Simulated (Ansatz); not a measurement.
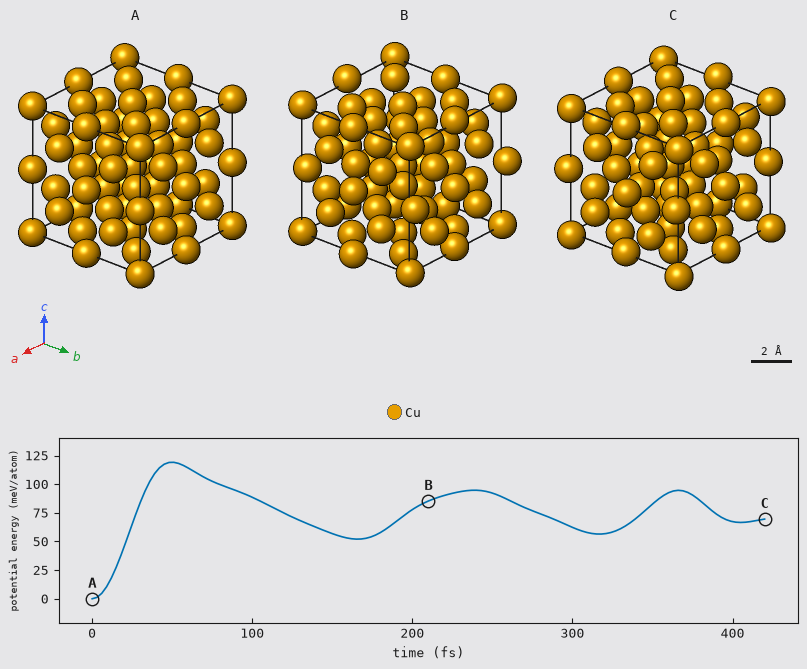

Molecular dynamics of a 32-atom cell of Cu, 420 fs long. Frames (A at 0 fs, B at 210 fs, C at 420 fs) and the history of the run. Style: spheres-only. Shown: the simulation cell, from a free direction.

Method: DFT PBE, scalar-relativistic, plane waves, PAW in Ansatz 0.2.0. Settings: plane-wave cutoff 420 eV; k-point mesh 2 × 2 × 2; Fermi-Dirac smearing 0.1 eV; constant energy (NVE); velocities drawn for 1200 K; time step 3 fs.

> What do the frames and curves show?

Over the second half the temperature averages 582 K (spread ±100 K). The first frame carries almost no forces, so kinetic energy first flows into potential energy: the temperature drops from 1200 to 251 K within 51 fs, and without a thermostat its mean stays below the start. The potential energy in the second half lies on average 77.5 meV per atom above the first frame. In the second half of the run the atoms are, in the root-mean-square, this far from where they began (common drift taken out): Cu 0.18 Å. That is small against the typical shortest distance between atoms in the first frame, about 2.6 Å: the atoms vibrate about their sites and the arrangement holds.

Limits of the set-up: the k-point mesh is coarse for a cell with partly filled bands.

The run took roughly 5 core-hours on a shared host.
